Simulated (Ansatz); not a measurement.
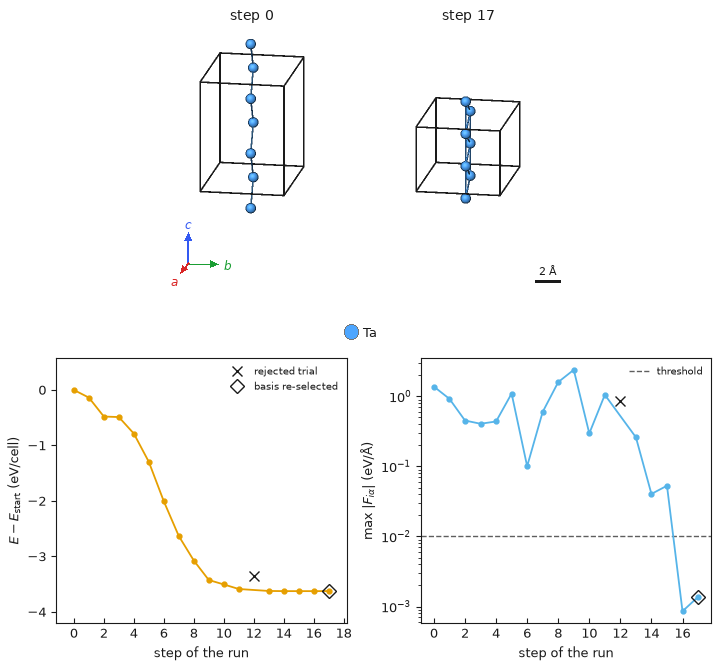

First and last geometry of a relaxation of a wire of composition Ta, with the history of the run. The picture is a ball-and-stick view of the 2 repeat of the cell, with the vacuum cut short, seen slightly off an axis.

Case: zigzag chain of atoms.

Computed with DFT PBE, scalar-relativistic, plane waves, PAW in Ansatz.

Input file:
```yaml
crystal:
  lattice:
    - [10.2, 0.0, 0.0]
    - [0.0, 9.3, 0.0]
    - [0.0, 0.0, 4.6561329442]
  atoms:
    - { symbol: Ta, position: [0.4429395473, 0.5, 0.0], spin: 1.5 }
    - { symbol: Ta, position: [0.5570604527, 0.5, 0.5], spin: 1.5 }
basis:
  ecutwfc: 420
kpoints:
  mp_grid: { grid: [1, 1, 14] }
hamiltonian:
  xc: pbe
scf:
  occupations: { method: gaussian, width: 0.05 }
output:
  forces: true
  stress: true
  eigenvalues: true
  populations: true
  write_density: true
  write_potential: true
  elf: true
  volumetric_format: npy
magnetization:
  spin_polarized: true
relax:
  adjacent_minimum: "off"
  f_tol: 0.01
  max_steps: 45
  cell: { fix: [a, b, alpha, beta, gamma], stress_tol: 0.03 }
```

Run as
```bash
ansatz run input.yaml --threads 2 --pin off --max-ram 5120MiB --backend cpu --events-out ev --progress --plain --runs-dir out
```

Question: Did the run converge, and what did it change?

Answer: It converged. The largest moves relative to the layer's centre, 0.47 Å, are those of Ta1 and Ta2. Along the periodic axis the drawn cell goes c 9.312 → 5.493 Å (−41.0 %). Near-neighbour distances that change, for instance: Ta1–Ta1 4.656 → 2.747 Å, Ta1–Ta2 2.603 → 2.506 Å. New bonds form: Ta1–Ta1 (4.66 → 2.75 Å), Ta2–Ta2 (4.66 → 2.75 Å). Bond angles that change, for instance: Ta2–Ta1–Ta2 126.9° → 66.5°. After 15 accepted moves (17 points after the start) the energy has fallen by 3.624 eV per cell of the calculation. Largest force component: 1.4 eV/Å at the start, 0.0014 eV/Å at the end. The line search rejected the trial step at point 12 of the run. At 1 point the geometry stayed and the basis and grid were re-selected for the new cell (energy shift of 1.0 meV per cell of the calculation at most each time). The program noted that the starting moments weren't kept. Cost: 2.6 min on 2 threads of AMD EPYC 7R43 64-Core Processor (Zen 3), on a shared host, peak memory 0.71 GiB.

```csv
step,"E − E(0), meV/atom","largest force component, eV/Å",note
0,0.00,1.3780,
1,-68.90,0.9216,
2,-239.63,0.4524,
3,-244.26,0.4066,
4,-393.14,0.4384,
5,-647.82,1.0975,
6,-1003.51,0.1007,
7,-1316.59,0.6003,
8,-1536.76,1.5986,
9,-1712.48,2.3945,
10,-1752.21,0.2961,
11,-1793.42,1.0531,
12,-1677.74,0.8602,rejected
13,-1811.01,0.2606,
14,-1812.43,0.0405,
15,-1812.53,0.0530,
16,-1812.62,0.0009,
17,-1812.09,0.0014,"same geometry, new basis"
```

Limits of the set-up: the k-point mesh is coarse for a cell with partly filled bands.
